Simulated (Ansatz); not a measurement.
# Ta: single-point calculation

System: Ta (Im-3m, 8 atoms in the cell).
Method: DFT PBE, scalar-relativistic, plane waves, PAW, no spin polarisation (Ansatz 0.2.0).

The structure derives from an entry of the Crystallography Open Database. It belongs to a series of runs on one base structure; here: the relaxed cell repeated 8 times. Figures and captions count atoms from 1; the log counts them from 0 in places.

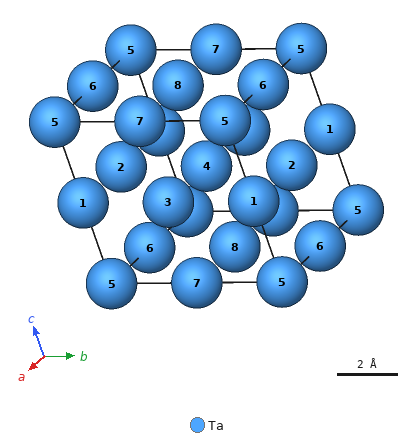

*The structure as given in the input (spheres-only view of the cell of the calculation, seen at an oblique angle; atoms are numbered from 1 in the order of the input). An atom can appear more than once, as a periodic image.*

Input file:
```yaml
crystal:
  lattice:
    - [3.3187896402, 3.3187896402, -3.3187896402]
    - [3.3187896402, -3.3187896402, 3.3187896402]
    - [-3.3187896402, -3.3187896402, -3.3187896402]
  atoms:
    - { symbol: Ta, position: [0.0, 0.0, 0.5] }
    - { symbol: Ta, position: [0.5, 0.0, 0.5] }
    - { symbol: Ta, position: [0.0, 0.5, 0.5] }
    - { symbol: Ta, position: [0.5, 0.5, 0.5] }
    - { symbol: Ta, position: [0.0, 0.0, 0.0] }
    - { symbol: Ta, position: [0.5, 0.0, 0.0] }
    - { symbol: Ta, position: [0.0, 0.5, 0.0] }
    - { symbol: Ta, position: [0.5, 0.5, 0.0] }
basis:
  ecutwfc: 420
kpoints:
  mp_grid: { grid: [14, 14, 14] }
hamiltonian:
  xc: pbe
scf:
  occupations: { method: gaussian, width: 0.15 }
output:
  forces: true
  stress: true
  eigenvalues: true
  write_density: true
  write_potential: true
  elf: true
  volumetric_format: npy
```

Machine: 2 threads of Intel Xeon @ 2.50GHz (Skylake/Cascade Lake), 189 GiB of memory available, shared host.

Run as:
```bash
ansatz run input.yaml --threads 2 --pin off --max-ram 5120MiB --backend cpu --events-out ev --progress --plain --runs-dir out
```

Log:
```
Engine: ansatz 0.2.0, x86_64-unknown-linux-gnu
Pseudopotentials: kind: paw
Pseudopotential: Ta, paw, valence charge 13, recommended cutoff 420 eV (normal), Ta.paw.azcp
Functional definition: PBE
  parameter kappa = 0.804
  parameter beta = 0.06672455060314922
  exchange = pbe_x(kappa = kappa, mu = beta*pi^2/3)
  correlation = pbe_c(beta = beta)
Crystal: 8 atoms, lattice volume = 146.217 Å³
Basis set: ecut = 420 eV, 2899 PW (Γ), exchange–correlation on 80×80×80 points (8 copies of the dense FFT grid, shifted against one another)
Bands: 63, of which v1, the nominal top of the filled ones, is band 52 counted from 1 (51 counted from 0)
Symmetry: 384 space group operations
Space group: Im-3m (ITA 229), of the structure as read, at distance tolerance 5.3e-5 Å
k-points: 104 of 2744
Non-local potential: Ta, projectors of the file, l = 0: 3, l = 1: 2, l = 2: 2, l = 3: 1
PAW form: soft (Blöchl's): semilocal exchange-correlation on the pseudo side does not see the compensation charge
PAW one-centre angular grid: Ta, 590 points (default); XC on 64 Gauss nodes
Initial density: superposition of atomic densities (neutral atoms: chi_scale 0, normalization atom), corrected by the library's trained network
Initial wavefunctions: pseudopotential atomic-orbital guess
Functional: x = pbe(κ = 0.804, μ = 0.2195149727645171), c = pbe(β = 0.06672455060314922)
SCF iter   1: F=—  HF=-79458.063593 eV  |F-HF|=—  |Δ(HF+E_count)|=         —  Δρ=2.03e-3  dr2=1.75e-3  ethr=1.77e-3  ⟨swp⟩=5.1  Hψ=25276  notcnv=0
preconditioner: auto → Kerker (q_TF=auto, 2.578 Å⁻¹)  [metal: Δε(μ)=0.017 eV  Ē_g=4.178 eV  σ=0.150 eV  W_gap=0.06  n_scr=42 (ndim 8)  ℏωp=19.4 eV  f_vac=0.000  D(μ)=10.90/eV (n_scr^D=134)]
SCF iter   2: F=—  HF=-79458.062604 eV  |F-HF|=—  |Δ(HF+E_count)|=   9.89e-4  Δρ=1.20e-3  dr2=7.23e-4  ethr=1.68e-6  ⟨swp⟩=2.2  Hψ=12408  notcnv=0
SCF iter   3: F=—  HF=-79458.063328 eV  |F-HF|=—  |Δ(HF+E_count)|=   7.24e-4  Δρ=1.42e-4  dr2=1.26e-5  ethr=6.96e-7  ⟨swp⟩=2.3  Hψ=7914  notcnv=0
SCF iter   4: F=—  HF=-79458.063302 eV  |F-HF|=—  |Δ(HF+E_count)|=   2.53e-5  Δρ=3.45e-5  dr2=8.54e-7  ethr=1.21e-8  ⟨swp⟩=2.8  Hψ=12183  notcnv=0
iter 5 did not close the SCF: its close was put off for the readings that it lacked (scf_convergence_deferred on its scf_iter line)
SCF iter   5: F=-79458.063303 eV  HF=-79458.063303 eV  |F-HF|=2.68e-9  |Δ(HF+E_count)|=   4.24e-7  Δρ=2.81e-6  dr2=4.83e-9  ethr=8.21e-10  ⟨swp⟩=2.0  Hψ=8245  notcnv=0
SCF iter   6: F=-79458.063303 eV  HF=-79458.063303 eV  |F-HF|=2.91e-11  |Δ(HF+E_count)|=   5.24e-9  Δρ=4.16e-7  dr2=8.18e-11  ethr=4.64e-12  ⟨swp⟩=10.3  Hψ=40636  notcnv=0
SCF 1 converged in 6 iterations: F = -79458.063303 eV  dr2 = 8.18e-11
  greatest PAW one-centre occupation: 0.999 electrons in one spin orbital (limit 2), on the Ta atom at site 7 (counted from 0), in its partial waves of l = 0
SCF converged after 6 iterations
Free energy (F): -79458.063303 eV
Harris-Foulkes:  -79458.063303 eV  (|F-HF|=2.91e-11)
Internal energy: -79457.940720 eV  (E = F + TS)
E sigma→0 (E₀):  -79458.002012 eV
Entropy (-TS):   -0.122583 eV (-15.323 meV/atom)
Fermi energy:    18.331510 eV
--- Per-component energies (eV) ---
  E_band       = -859.779353
  E_kinetic    = 2925.071587
  E_local      = -4446.489569  (includes V_loc(G=0)·N_el)
  E_nonlocal   = 117.830225
  E_hartree    = 1539.273164
  E_xc         = -1746.801836
  E_vxc        = -1631.221004  (∫ρ·V_xc dr)
  E_paw        = -67172.788802  (= ΣΔE_a)
  E_vpaw       = -903.517708  (= ΣTr[D̂ρ^β])
  E_aug_tail   = 0.001062  (compensation charges beyond the density's cutoff)
  E_ewald      = -10674.036551
  E_smearing   = -0.122583  (= −TS)
  E_closure    = 0.000000  (closes the sum)
  Σ components = -79458.063303   (vs F -79458.063303, Δ=0.00e0)
--- Forces (eV/Å), atoms counted from 1 ---
  atom   1  Ta     0.00000000    -0.00000000     0.00000000
  atom   2  Ta     0.00000000     0.00000000     0.00000000
  atom   3  Ta     0.00000000    -0.00000000    -0.00000000
  atom   4  Ta     0.00000000     0.00000000    -0.00000000
  atom   5  Ta     0.00000000    -0.00000000     0.00000000
  atom   6  Ta     0.00000000     0.00000000    -0.00000000
  atom   7  Ta     0.00000000    -0.00000000     0.00000000
  atom   8  Ta     0.00000000     0.00000000    -0.00000000
  max |Σ_I F_I| component: 9.04e-29 eV/Å
--- Stress (GPa, compression-positive) ---
        0.155687      -0.000000       0.000000
        0.000000       0.155687       0.000000
       -0.000000       0.000000       0.155687
  P = ⅓ Tr σ = 0.1557 GPa (1.557 kbar)
--- Band table (eV; the first three rows and the last of 104) ---
  k-point 0: bands = ["-48.7801", "-48.6713", "-48.6713", "-48.6713", "-48.6713", "-48.6713", "-48.6713", "-48.5904", "-15.8708", "-15.8708", "-15.8708", "-15.8708", "-15.8708", "-15.8708", "-15.5315", "-15.5315", "-15.5315", "-15.1108", "-15.1108", "-15.1108", "-15.1108", "-15.1108", "-15.1108", "-14.7543", "-14.7543", "-14.7543", "-14.7543", "-14.7543", "-14.7543", "-14.7479", "-14.7479", "-14.7479", "10.4895", "14.0236", "14.0236", "14.0236", "14.0236", "14.0236", "14.0236", "14.6142", "14.6142", "16.8328", "16.8328", "16.8328", "16.8328", "16.8328", "16.8328", "19.0669", "19.0669", "19.0669", "19.8536", "19.8536", "19.8536", "19.8536", "19.8536", "19.8536", "22.1644", "22.1644", "22.1644", "22.1644", "22.1644", "22.1644", "22.2902"]
  k-point 1: bands = ["-48.7787", "-48.6727", "-48.6713", "-48.6713", "-48.6713", "-48.6713", "-48.6703", "-48.5914", "-15.8667", "-15.8631", "-15.8631", "-15.8631", "-15.8631", "-15.8577", "-15.5359", "-15.5264", "-15.5223", "-15.1163", "-15.1138", "-15.1138", "-15.1138", "-15.1138", "-15.1065", "-14.7647", "-14.7632", "-14.7603", "-14.7603", "-14.7603", "-14.7603", "-14.7542", "-14.7526", "-14.7480", "10.5456", "14.0207", "14.0650", "14.0650", "14.0650", "14.0650", "14.0751", "14.6475", "14.6544", "16.8472", "16.8472", "16.8472", "16.8472", "16.8548", "16.8887", "19.0298", "19.0574", "19.1219", "19.6867", "19.7059", "19.7372", "19.7372", "19.7372", "19.7372", "22.0214", "22.1483", "22.1483", "22.1483", "22.1483", "22.1935", "22.2265"]
  k-point 2: bands = ["-48.7747", "-48.6767", "-48.6713", "-48.6713", "-48.6713", "-48.6713", "-48.6673", "-48.5944", "-15.8545", "-15.8406", "-15.8406", "-15.8406", "-15.8406", "-15.8191", "-15.5488", "-15.5115", "-15.4952", "-15.1325", "-15.1228", "-15.1228", "-15.1228", "-15.1228", "-15.0935", "-14.8079", "-14.7952", "-14.7770", "-14.7770", "-14.7770", "-14.7770", "-14.7665", "-14.7540", "-14.7482", "10.7118", "14.0034", "14.1867", "14.1867", "14.1867", "14.1867", "14.2254", "14.7446", "14.7743", "16.8874", "16.8874", "16.8874", "16.8874", "16.9205", "17.0556", "18.9225", "19.0230", "19.2668", "19.2862", "19.3385", "19.4259", "19.4259", "19.4259", "19.4259", "21.6438", "22.0613", "22.1040", "22.1040", "22.1040", "22.1040", "22.2335"]
  k-point 103: bands = ["-48.6786", "-48.6786", "-48.6786", "-48.6786", "-48.6786", "-48.6786", "-48.6640", "-48.6640", "-15.3526", "-15.3526", "-15.3526", "-15.3526", "-15.3526", "-15.3526", "-15.3139", "-15.3139", "-15.3139", "-15.3139", "-15.3139", "-15.3139", "-15.1332", "-15.1332", "-15.1332", "-15.1332", "-15.1332", "-15.1332", "-15.1332", "-15.1332", "-15.1332", "-15.1332", "-15.1332", "-15.1332", "14.6277", "14.6277", "14.6277", "14.6277", "14.6277", "14.6277", "17.1122", "17.1122", "17.1122", "17.1122", "17.1122", "17.1122", "17.4411", "17.4411", "17.4411", "17.4411", "17.4411", "17.4411", "19.5786", "19.5786", "19.5786", "19.5786", "19.5786", "19.5786", "19.5786", "19.5786", "19.5786", "19.5786", "19.5786", "19.5786", "21.4905"]
```

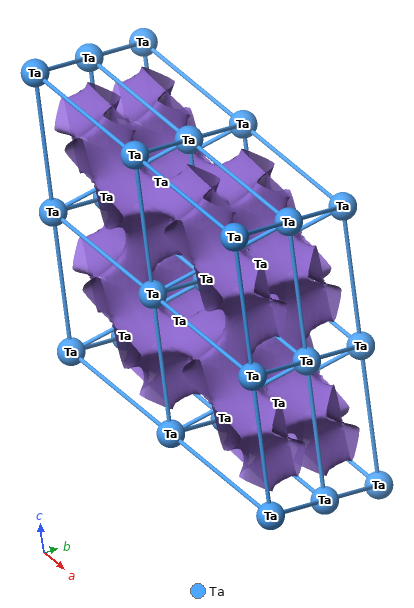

*Isosurface of the electron localisation function at 0.4 (purple), seen slightly off an axis. Only the valence region is drawn (cores and ρ < 0.01 e/Å³ removed). Sticks mark near contacts. The outline is the calculation cell.*

Values along the shortest contacts: Ta–Ta (2.87 Å): the ELF is about 0.30 at the midpoint; no shared electron pair. In a PAW calculation such maps are meaningful between the atoms, not at the nuclei.

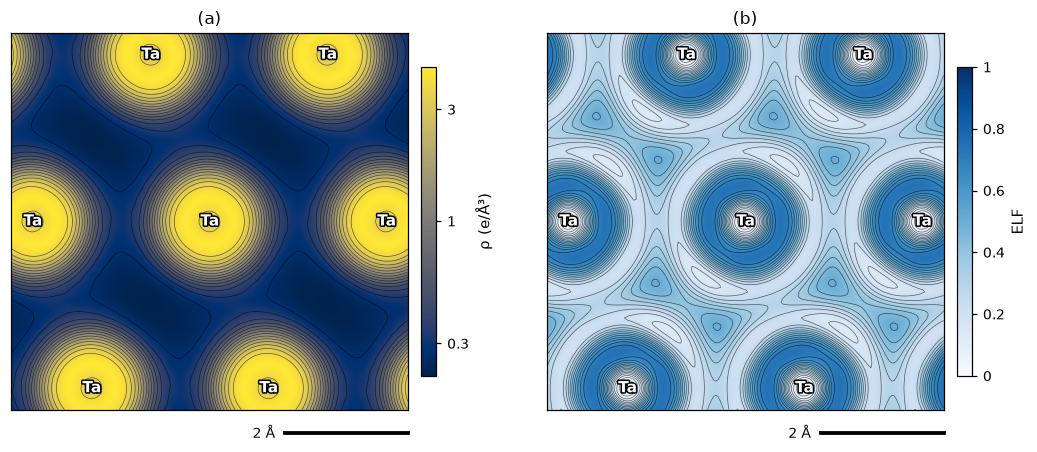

*(a) valence electron density; (b) electron localisation function on the (001) plane of the calculation cell.*

Atoms in the plane: Ta. Ta–Ta (2.87 Å): the density is about 0.3 e/Å³ at the midpoint; the ELF is about 0.30 at the midpoint (no localised pair between them). Away from the nuclei the density in this plane falls to 0.22 e/Å³ at its lowest. The strong features right at Ta lie inside the PAW spheres (semicore, d or f shells) and say nothing about bonding.

Results in brief:

- outcome: converged
- space group (tolerance 0.01 Å): Im-3m (229)
- electrons treated: 104
- free energy: −79458.0633 eV
- Fermi energy: 18.332 eV
- gap on the k-point mesh: none (metallic)
- pressure: 0.16 GPa
- largest force (length of the vector): under 0.001 eV/Å
- wall time: 55 s (CPU time 1.8 min)
- peak memory: 0.88 GiB

Remarks:

Spin–orbit coupling is left out, which matters for Ta.
